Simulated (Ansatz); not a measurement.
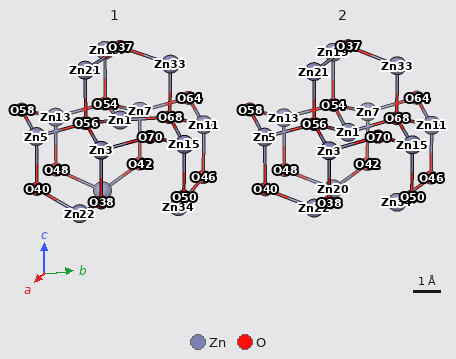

Two geometries of a defect cell of composition Zn$_{36}$O$_{35}$ (cell charge +1) (coarse preliminary run), drawn at one scale. One is the start of a relaxation, the other its converged end. A ball-and-stick model of the atoms within 4.2 Å of the atom that moves most (axes of the cell of the calculation (origin shifted)), seen slightly off an axis.

The calculation used Ansatz, DFT PBE, scalar-relativistic, plane waves, PAW. Set-up: plane-wave cutoff 420 eV; k-point mesh 1 × 1 × 1; occupations gaussian; smearing width 0.01 eV; collinear spin; atoms relaxed in a fixed cell; force threshold 0.025 eV/Å; at most 45 steps.

Which geometry has the lower energy?

Answer. Structure 1 is the relaxed one. Case: O vacancy (site b), charge +1, atoms relaxed at the host's cell. Zn1 moves most: 0.47 Å along +c. Largest moves by element: Zn 0.47 Å, O 0.06 Å. The cell stays as it was. Some distances before and after: Zn1–O54 1.976 → 1.918 Å, Zn19–O54 2.022 → 2.046 Å, Zn19–O37 2.001 → 2.015 Å, Zn11–O64 1.992 → 1.980 Å. Bond angles that change, for instance: Zn1–O54–Zn19 109.6° → 97.0°, O54–Zn1–O56 110.0° → 118.8°, Zn1–O54–Zn7 111.2° → 115.6°. Over 6 accepted moves (7 points after the start) the energy falls by 0.494 eV per cell of the calculation. Largest force component: 0.17 eV/Å at the start, 0.019 eV/Å at the end. 1 step only repeated the SCF at the same geometry.

Limits of the set-up: the cell is charged, on a uniform background, and energies carry no finite-size correction.
